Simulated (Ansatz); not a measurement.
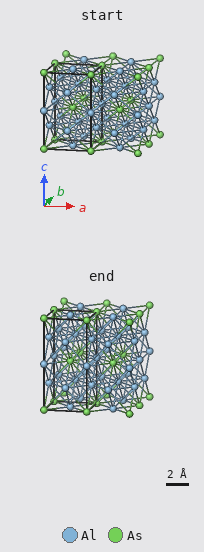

The structure of solid Al₃As (a generated structure, set up in I4/mmm) before (top) and after (bottom) a relaxation, at one scale.

A ball-and-stick model of the conventional cell (2 times the calculation's cell), repeated 2 × 2 × 1 with one cell outlined, seen slightly off an axis. Lengths and directions refer to the drawn axes.

Method: Ansatz, DFT PBE, scalar-relativistic, plane waves, PAW. Set-up: plane-wave cutoff 420 eV; k-point mesh 14 × 14 × 14; occupations gaussian; smearing width 0.1 eV; no spin polarisation; cell and atoms relaxed; force threshold 0.01 eV/Å; at most 80 steps.

> Describe what moved and what it gained.

The energy falls by 42.0 meV per atom in 9 accepted moves (12 points after the start). All forces vanish by symmetry, so only the cell relaxes. Pressure: 0.48 GPa at the start and −0.01 GPa at the end. The line search rejected the trial step at point 10 of the run. At 2 points the geometry stayed and the basis and grid were re-selected for the new cell (energy shift of 1.5 meV per atom at most each time). The atoms keep their places relative to the cell (all moves are under 0.005 Å). Cell: a = b 4.432 → 4.035 Å (−8.9 %), c 7.147 → 8.582 Å (+20.1 %). Volume −0.5 %. Near-neighbour distances that change, for instance: Al–Al 3.134 → 2.853 Å, Al–As 3.134 → 2.853 Å, Al–As 2.846 → 2.945 Å, Al–Al 2.846 → 2.945 Å. The space group stays I4/mmm (No. 139).
